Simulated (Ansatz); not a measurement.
# SnO: 7 runs along one coordinate

System: SnO (Pmn2₁, 4 atoms in the cell).
Method: Kohn-Sham DFT of a periodic cell, PBE, Ansatz PAW, no spin polarisation (Ansatz 0.2.0).

The 7 runs differ only in the geometry, by an even scaling of the cell at fixed fractional positions. The structure derives from a Materials Project entry.

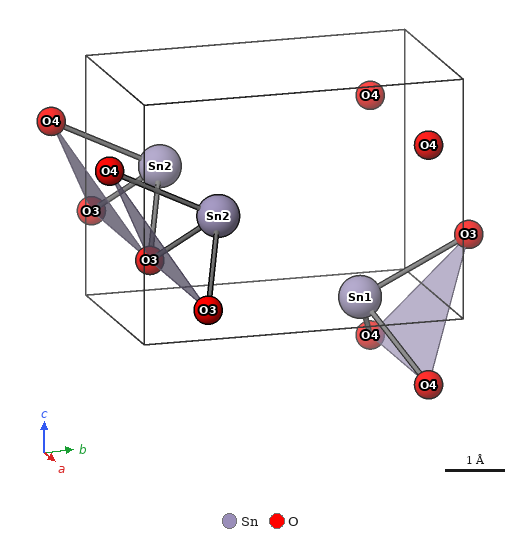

Figure 1. The structure of run 4 (polyhedral view of the cell of the calculation, seen slightly off an axis; polyhedra are completed across the faces of the cell; atoms are numbered from 1 in the order of the input).

## Input of run 4
```yaml
crystal:
  lattice:
    - [3.355005, 0.0, 0.0]
    - [0.0, 5.674104, 0.0]
    - [0.0, 0.0, 4.22197]
  atoms:
    - { symbol: Sn, position: [0.5, 0.768091, 0.013144] }
    - { symbol: Sn, position: [0.0, 0.231909, 0.513144] }
    - { symbol: O, position: [0.5, 0.10875, 0.236857] }
    - { symbol: O, position: [0.0, 0.89125, 0.736857] }
hamiltonian:
  xc: pbe
  pseudopotentials: { kind: paw }
kpoints:
  mp_grid: { grid: [8, 5, 6] }
scf:
  occupations: { method: fermi_dirac, width: 0.05 }
output:
  forces: true
  stress: true
  eigenvalues: true
```

Command:
```bash
ansatz run input.yaml --threads 2 --pin off --max-ram 5120MiB --backend cpu --events-out ev --progress --plain --runs-dir out
```

Run 6 differs from it as follows:
```diff
-    - [3.355005, 0.0, 0.0]
-    - [0.0, 5.674104, 0.0]
-    - [0.0, 0.0, 4.22197]
+    - [3.3991548656, 0.0, 0.0]
+    - [0.0, 5.7487718259, 0.0]
+    - [0.0, 0.0, 4.2775286081]
```

## Results, with one run withheld

```tsv
run	volume per atom (Å³)	free energy per atom, from the lowest run given (meV)	pressure (GPa)	gap on the mesh (eV)
1	18.887	21.52	5.69	1.41
2	19.289	9.78	3.70	1.45
3	19.691	2.78	1.92	1.48
4	20.093	0.00	0.32	1.50
5	20.495	1.01	−1.11	1.53
6	20.897	?	?	?
7	21.299	12.92	−3.55	1.58
```

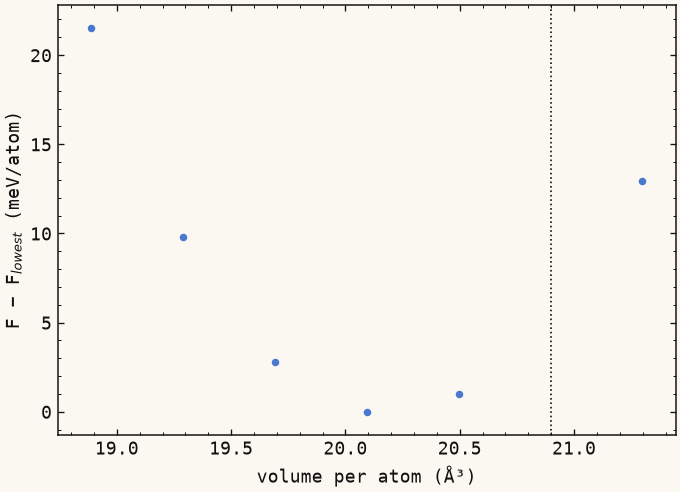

Figure 2. Free energy per atom of the runs given; the dotted line marks run 6.

Estimate the energy of run 6 from the others.

A cubic polynomial in V^(−2/3) (the Birch–Murnaghan form), fitted to the 6 runs given, misses them by at most 0.01 meV per atom. With x = V^(−2/3) − 0.13602 Å⁻², it reads F = 0.61849 + 1281.8 x + 5.801e+05 x² + 9.4501e+05 x³ (meV per atom). At run 6 it gives 5.44 meV per atom, and the run itself gives 5.43. The slope of the fit gives a pressure −dF/dV of −2.39 GPa there, and the run prints −2.39 GPa. The fit has its minimum at 20.180 Å³ per atom, where V d²F/dV² gives 74.1 GPa. Cell shape and fractional positions are held, so this is the stiffness under even scaling; the relaxed bulk modulus wasn't computed and can be far lower in a crystal of layers, chains or molecules like this one. The gap on the mesh goes, without turning, from 1.41 eV in run 1 to 1.58 eV in run 7; run 6 has 1.55 eV. These are gaps of this functional on this mesh, which can miss the band edges; they aren't the measured gap.

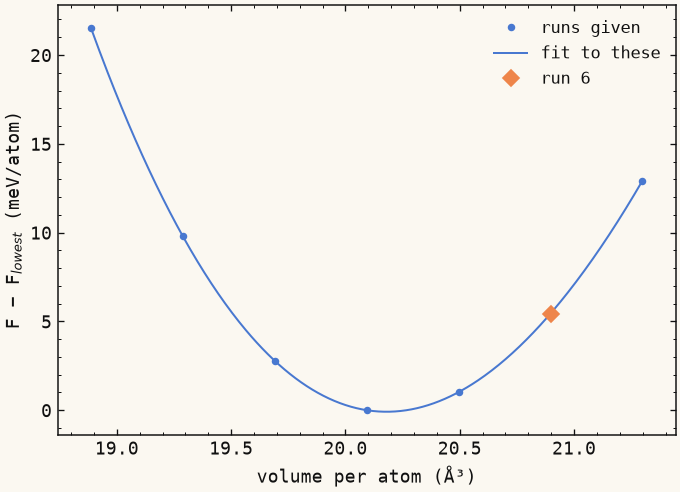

Figure 3. The fit and the withheld run.

## Output, shortened to warnings, some set-up lines, iterations and results (run 6)
```
Basis set: ecut = 420 eV, 1639 PW (Γ), exchange–correlation on 48×80×60 points (8 copies of the dense FFT grid, shifted against one another)
Symmetry: 4 space group operations
k-points: 60 of 240 (time reversal used)
Initial density: superposition of atomic densities (neutral atoms: chi_scale 0, normalization atom), corrected by the library's trained network
[...]
SCF iter   1: F=—  HF=-13183.107704 eV  |F-HF|=—  |Δ(HF+E_count)|=         —  Δρ=2.09e-3  dr2=5.35e-3  ethr=1.77e-3  ⟨swp⟩=6.1  Hψ=6895  notcnv=0
SCF iter   2: F=—  HF=-13183.106944 eV  |F-HF|=—  |Δ(HF+E_count)|=   7.60e-4  Δρ=1.33e-3  dr2=1.19e-3  ethr=1.34e-5  ⟨swp⟩=2.2  Hψ=2883  notcnv=0
SCF iter   3: F=—  HF=-13183.106980 eV  |F-HF|=—  |Δ(HF+E_count)|=   3.59e-5  Δρ=5.91e-4  dr2=3.31e-4  ethr=2.97e-6  ⟨swp⟩=2.0  Hψ=1956  notcnv=0
SCF iter   4: F=—  HF=-13183.107074 eV  |F-HF|=—  |Δ(HF+E_count)|=   9.48e-5  Δρ=1.43e-4  dr2=1.90e-5  ethr=8.27e-7  ⟨swp⟩=2.0  Hψ=1886  notcnv=0
SCF iter   5: F=—  HF=-13183.107044 eV  |F-HF|=—  |Δ(HF+E_count)|=   3.06e-5  Δρ=5.31e-5  dr2=2.12e-6  ethr=4.76e-8  ⟨swp⟩=2.9  Hψ=2592  notcnv=0
SCF iter   6: F=—  HF=-13183.107046 eV  |F-HF|=—  |Δ(HF+E_count)|=   1.99e-6  Δρ=1.47e-5  dr2=1.55e-7  ethr=5.30e-9  ⟨swp⟩=2.0  Hψ=1920  notcnv=0
SCF iter   7: F=-13183.107046 eV  HF=-13183.107046 eV  |F-HF|=1.35e-8  |Δ(HF+E_count)|=   2.42e-7  Δρ=3.37e-6  dr2=7.46e-9  ethr=2.50e-10  ⟨swp⟩=6.1  Hψ=5890  notcnv=0
SCF 1 converged in 7 iterations: F = -13183.107046 eV  dr2 = 7.46e-9
SCF converged after 7 iterations
Free energy (F): -13183.107046 eV
Harris-Foulkes:  -13183.107046 eV  (|F-HF|=1.35e-8)
Internal energy: -13183.107046 eV  (E = F + TS)
E sigma→0 (E₀):  -13183.107046 eV
Fermi energy:    7.525170 eV
--- Per-component energies (eV) ---
  E_band       = -270.997606
  E_kinetic    = 718.446734
  E_local      = -3080.362522  (includes V_loc(G=0)·N_el)
  E_nonlocal   = 31.460636
  E_hartree    = 1608.374818
  E_xc         = -911.419618
  E_vxc        = -378.266888  (∫ρ·V_xc dr)
  E_paw        = -8586.966339  (= ΣΔE_a)
  E_vpaw       = -779.030464  (= ΣTr[D̂ρ^β])
  E_aug_tail   = 0.004770  (compensation charges beyond the density's cutoff)
  E_ewald      = -2962.645525
  E_smearing   = -0.000000  (= −TS)
  E_closure    = 0.000000  (closes the sum)
  Σ components = -13183.107046   (vs F -13183.107046, Δ=0.00e0)
--- Forces (eV/Å), atoms counted from 1 ---
  atom   1  Sn    -0.00000000     0.59857113    -0.18092023
  atom   2  Sn     0.00000000    -0.59857113    -0.18092023
  atom   3  O      0.00000000    -0.08737751     0.18093014
  atom   4  O      0.00000000     0.08737751     0.18093014
  max |Σ_I F_I| component: 1.98e-5 eV/Å
--- Stress (GPa, compression-positive) ---
       -2.936205       0.000000       0.000000
        0.000000      -2.411096      -0.000000
        0.000000      -0.000000      -1.832809
  P = ⅓ Tr σ = -2.3934 GPa (-23.934 kbar)
```
